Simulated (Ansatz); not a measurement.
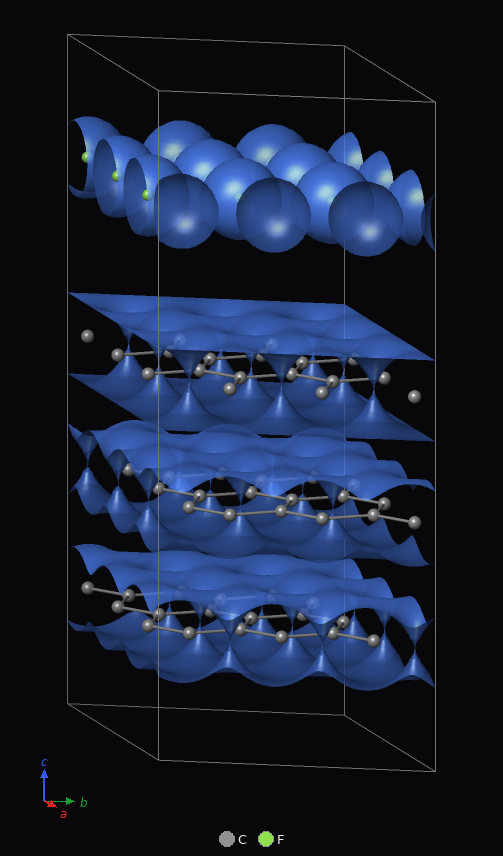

C6F (slab). Isosurface of the valence electron density at 0.15 e/Å³ (blue), seen slightly off an axis. Sticks mark near contacts.

Spin-polarised.

All numbers below come from DFT PBE+D3(BJ), scalar-relativistic, plane waves, PAW in Ansatz 0.2.0.

In a PAW calculation such maps are meaningful between the atoms, not at the nuclei.

Input file:

```
crystal:
  lattice:
    - [2.4649373947, 0.0, 0.0]
    - [1.2324826697, 2.1346903356, 0.0]
    - [0.0, 0.0, 25.7486608086]
  atoms:
    - { symbol: C, position: [0.1656238016, 0.1656238016, 0.3301142558] }
    - { symbol: C, position: [0.4989565373, 0.4989565373, 0.3301441471] }
    - { symbol: C, position: [0.4979139711, 0.4979139711, 0.4611480831] }
    - { symbol: C, position: [0.8312467067, 0.8312467067, 0.4611779744] }
    - { symbol: C, position: [0.8302041406, 0.8302041406, 0.5921819104] }
    - { symbol: C, position: [0.1635368762, 0.1635368762, 0.5922118017] }
    - { symbol: F, position: [0.1635368762, 0.1635368762, 0.7785530693], spin: 1.0 }
basis:
  ecutwfc: 420
kpoints:
  mp_grid: { grid: [12, 12, 1] }
hamiltonian:
  xc: pbe
  dispersion: d3bj
scf:
  occupations: { method: gaussian, width: 0.05 }
output:
  forces: true
  stress: true
  eigenvalues: true
  populations: true
  write_density: true
  write_potential: true
  elf: true
  volumetric_format: npy
magnetization:
  spin_polarized: true
efield:
  axis: 3
  dipole_correction: true
  ramp_width: 0.04
```

Run with:

```sh
ansatz run input.yaml --threads 1 --pin off --max-ram 2560MiB --backend cpu --events-out ev --progress --plain --runs-dir out
```

Q: How is the density connected at this value?

A: At this value the density is joined into sheets; it holds about 95 % of the electrons treated as valence. It bridges the sampled C–C (1.42 Å) contacts, where the density stays above the isovalue. It is pinched off along the sampled F–F (2.46 Å) contacts. On the grid the lowest density along these lines, outside the cores, is 2 e/Å³ (C–C, 1.42 Å) and 0.11 e/Å³ (F–F, 2.46 Å).

Q: Metal or insulator at this level of theory?

A: It is gapless in this calculation (a metal or semimetal).
